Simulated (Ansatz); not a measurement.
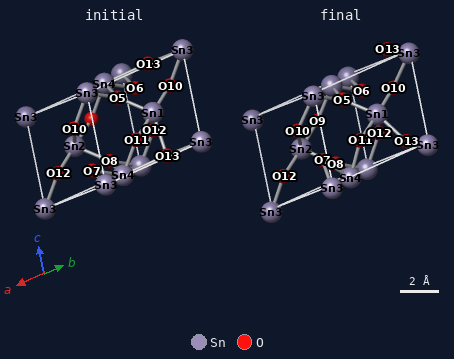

The structure of a defect cell of composition Sn$_{4}$O$_{9}$ before (left) and after (right) a relaxation, at one scale.

The picture is a ball-and-stick view of the cell of the calculation, seen from a free direction.

Case: O interstitial, charge +0, atoms relaxed. The atoms of the start lie slightly off their symmetric places, so part of the fall in energy undoes that.

Level of theory: Ansatz 0.2.0, DFT PBE, scalar-relativistic, plane waves, PAW.

The input:
```yaml
crystal:
  lattice:
    - [0.0, 4.8271903414, -3.2381522502]
    - [0.0, -4.8271903414, -3.2381522502]
    - [-4.8271903414, 0.0, 3.2381522502]
  atoms:
    - { symbol: Sn, position: [0.25, 0.75, 0.5] }
    - { symbol: Sn, position: [0.75, 0.25, 0.5] }
    - { symbol: Sn, position: [0.0, 0.0, 0.0] }
    - { symbol: Sn, position: [0.5, 0.5, 0.0] }
    - { symbol: O, position: [0.5565765232, 0.75, 0.8065765232] }
    - { symbol: O, position: [0.0565765232, 0.25, 0.8065765232] }
    - { symbol: O, position: [0.9434234768, 0.75, 0.1934234768] }
    - { symbol: O, position: [0.4434234768, 0.25, 0.1934234768] }
    - { symbol: O, position: [0.5, 0.1934234768, 0.6934234768] }
    - { symbol: O, position: [0.0, 0.6934234768, 0.6934234768] }
    - { symbol: O, position: [0.5, 0.8065765232, 0.3065765232] }
    - { symbol: O, position: [0.0, 0.3065765232, 0.3065765232] }
    - { symbol: O, position: [0.1233277228, 0.6257486707, 0.0060776647] }
basis:
  ecutwfc: 420
  xc_grid: 2
kpoints:
  mp_grid: { grid: [3, 3, 3], shift: [0.0, 0.0, 0.0] }
hamiltonian:
  xc: pbe
scf:
  occupations: { method: gaussian, width: 0.02 }
output:
  forces: true
  stress: false
  eigenvalues: true
  write_density: true
  write_potential: true
  elf: true
  volumetric_format: npy
relax:
  adjacent_minimum: "off"
  f_tol: 0.02
  max_steps: 60
```

Launched with:
```bash
ansatz run input.yaml --threads 4 --pin off --max-ram 10240MiB --backend cpu --events-out ev --progress --plain --runs-dir out
```

**Summarise the run.**

Over 14 accepted moves (16 points after the start) the energy falls by 4.084 eV per cell of the calculation. The largest force component goes from 2.9 to 0.0054 eV/Å. The line search rejected the trial step at point 10 of the run. 1 step only repeated the SCF at the same geometry. The atom that moves furthest is O13 (1.02 Å along [−1 1 1]). By element the largest moves are O 1.02 Å, Sn 0.20 Å. The cell stays as it was. Some distances before and after: Sn4–O13 2.564 → 3.561 Å, Sn2–O13 2.567 → 3.166 Å, Sn3–O7 2.089 → 2.639 Å, Sn3–O13 2.542 → 2.041 Å. Bond angles that change, for instance: Sn1–O13–Sn3 96.8° → 135.1°, O6–Sn3–O13 132.9° → 161.0°, O12–Sn3–O13 131.3° → 105.1°.

Limits of the set-up: the periodic images lie only 5.8 Å apart, so the values are limited by the cell's size.
